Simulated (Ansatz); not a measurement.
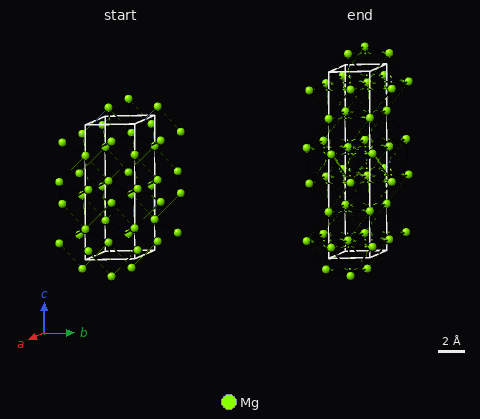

The structure of solid Mg (built on the grey arsenic (A7)_166 type) (coarse preliminary run) before (left) and after (right) a relaxation, at one scale.

A ball-and-stick model of the conventional cell (3 times the calculation's cell), seen slightly off an axis. Lengths and directions refer to the drawn axes.

Case: grey arsenic (A7) type (R-3m, No. 166).

The calculation used DFT PBEsol, scalar-relativistic, plane waves, PAW in Ansatz. Settings: plane-wave cutoff 420 eV; k-point mesh 6 × 6 × 6; occupations gaussian; smearing width 0.1 eV; no spin polarisation; cell and atoms relaxed; force threshold 0.04 eV/Å; at most 70 steps.

What changed between the two?

After 11 accepted moves (13 points after the start) the energy has fallen by 1.209 eV per cell of the calculation. Largest force component: 1.9 eV/Å at the start, 0.018 eV/Å at the end. The pressure goes from 7.01 to −0.04 GPa. At 2 points the geometry stayed and the basis and grid were re-selected for the new cell (energy shift of 39.0 meV per cell of the calculation at most each time). The largest moves relative to the cell, 0.33 Å, are those of Mg atoms. The drawn cell changes as follows: a = b 3.878 → 3.260 Å (−15.9 %), c 10.787 → 14.897 Å (+38.1 %); the volume changes by −2.4 %. Some distances before and after: Mg–Mg 3.878 → 3.260 Å, Mg–Mg 2.596 → 3.111 Å, Mg–Mg 3.197 → 3.120 Å. Among the angles between lasting bonds that change: Mg–Mg–Mg 96.7° → 63.2°, Mg–Mg–Mg 93.4° → 116.9°, Mg–Mg–Mg 164.8° → 179.9°. The space group stays R-3m (No. 166). The run took about 20 core-seconds on a shared host.
